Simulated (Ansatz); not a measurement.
## Electronic structure of AlGa15N16 (cell with a defect) in real space

Input file:

```
crystal:
  lattice:
    - [4.5484769843, 4.5484769843, -4.5484769843]
    - [-4.5484769843, -4.5484769843, -4.5484769843]
    - [-4.5484769843, 4.5484769843, 4.5484769843]
  atoms:
    - { symbol: Al, position: [0.25, 0.0, 0.75] }
    - { symbol: Ga, position: [0.5, 0.75, 0.75] }
    - { symbol: Ga, position: [0.75, 0.5, 0.75] }
    - { symbol: Ga, position: [0.75, 0.0, 0.25] }
    - { symbol: Ga, position: [0.0, 1.0, 0.0] }
    - { symbol: Ga, position: [0.25, 0.75, 0.0] }
    - { symbol: Ga, position: [0.5, 0.5, 0.0] }
    - { symbol: Ga, position: [0.75, 0.25, 0.0] }
    - { symbol: Ga, position: [0.0, 0.25, 0.75] }
    - { symbol: Ga, position: [0.5, 0.0, 0.5] }
    - { symbol: Ga, position: [0.75, 0.75, 0.5] }
    - { symbol: Ga, position: [0.0, 0.75, 0.25] }
    - { symbol: Ga, position: [0.25, 0.5, 0.25] }
    - { symbol: Ga, position: [0.5, 0.25, 0.25] }
    - { symbol: Ga, position: [0.0, 0.5, 0.5] }
    - { symbol: Ga, position: [0.25, 0.25, 0.5] }
    - { symbol: "N", position: [0.25, 0.0, 0.0] }
    - { symbol: "N", position: [0.5, 0.75, 0.0] }
    - { symbol: "N", position: [0.75, 0.5, 0.0] }
    - { symbol: "N", position: [0.75, 0.0, 0.5] }
    - { symbol: "N", position: [0.0, 0.0, 0.25] }
    - { symbol: "N", position: [0.25, 0.75, 0.25] }
    - { symbol: "N", position: [0.5, 0.5, 0.25] }
    - { symbol: "N", position: [0.75, 0.25, 0.25] }
    - { symbol: "N", position: [0.0, 0.25, 0.0] }
    - { symbol: "N", position: [0.5, 0.0, 0.75] }
    - { symbol: "N", position: [0.75, 0.75, 0.75] }
    - { symbol: "N", position: [0.0, 0.75, 0.5] }
    - { symbol: "N", position: [0.25, 0.5, 0.5] }
    - { symbol: "N", position: [0.5, 0.25, 0.5] }
    - { symbol: "N", position: [0.0, 0.5, 0.75] }
    - { symbol: "N", position: [0.25, 0.25, 0.75] }
  host:
    lattice:
      - [0.0, 2.2742384922, 2.2742384922]
      - [2.2742384922, 0.0, 2.2742384922]
      - [2.2742384922, 2.2742384922, 0.0]
    atoms:
      - { symbol: Ga, position: [0.0, 0.0, 0.0] }
      - { symbol: "N", position: [0.75, 0.75, 0.75] }
basis:
  ecutwfc: 420
  xc_grid: 2
kpoints:
  mp_grid: { grid: [2, 2, 2], shift: [0.5, 0.5, 0.5] }
hamiltonian:
  xc: pbe
scf:
  occupations: { method: gaussian, width: 0.01 }
output:
  forces: true
  stress: false
  eigenvalues: true
  charged_corrections:
    defect_position: [0.25, 0.0, 0.75]
    epsilon: [[10.9988, 0.0, 0.0], [0.0, 10.9988, 0.0], [0.0, 0.0, 10.9988]]
  write_density: true
  write_potential: true
  elf: true
  volumetric_format: npy
relax:
  adjacent_minimum: "off"
  f_tol: 0.025
  max_steps: 45
```

Run with:

```sh
ansatz run input.yaml --threads 4 --pin off --max-ram 10240MiB --backend cpu --events-out ev --progress --plain --runs-dir out
```

The fields are those of the run's last geometry, not of the input's.

Method: Ansatz, DFT PBE, scalar-relativistic, plane waves, PAW.

In a PAW calculation such maps are meaningful between the atoms, not at the nuclei.

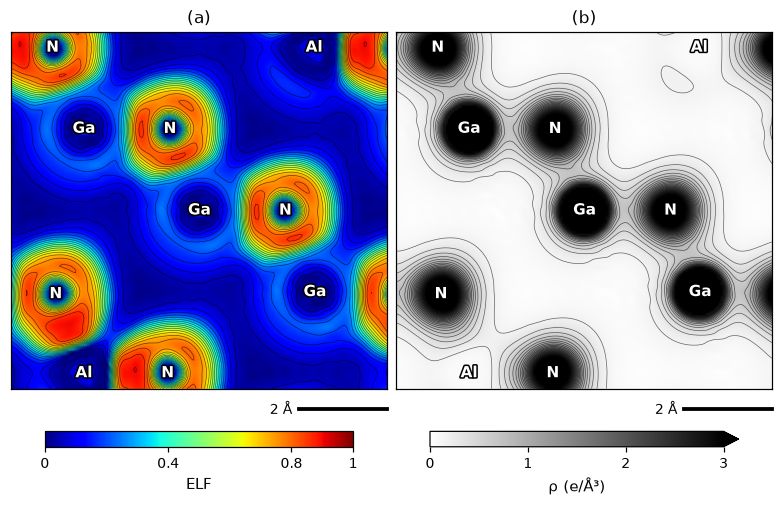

Figure 1. (a) electron localisation function; (b) valence charge density (pseudo) on the (100) plane of the calculation cell.

**Read the bonding off the picture.**

- The section cuts through Al, Ga and N sites.
- Al–N (1.91 Å): ρ at the midpoint is about 0.67 e/Å³; the ELF peaks at about 0.90 between the atoms (a shared but strongly polarised pair).
- Ga–N (1.97 Å): ρ is about 0.73 e/Å³ halfway; the ELF peaks at about 0.85 in the valence shell of N, 0.7 Å from its nucleus, and is about 0.50 at the midpoint.
- Between the atoms the lowest density in this plane is 0.01 e/Å³.

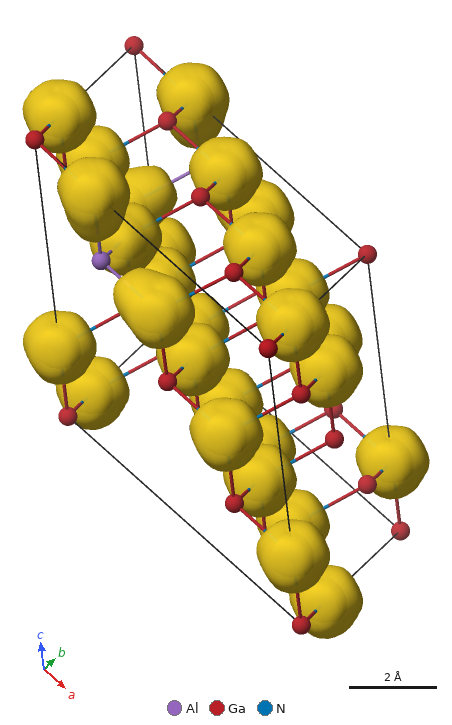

Figure 2. Isosurface of the electron localisation function at 0.75 (yellow), seen slightly off an axis. Only the valence region is drawn (cores and ρ < 0.01 e/Å³ removed). Sticks mark near contacts.

**What do the ELF domains correspond to?**

At this value the surface marks out four regions on N in which the atom's valence shell and bonds are merged and twelve regions wrapped around N (the valence shell of each), counted in one cell of 32 atoms. Regions shared between cells count once.

**Does the calculation give a band gap?**

It is gapped, with a Kohn–Sham gap of 3.6 eV on the k-point mesh, an upper bound to the gap of this method.
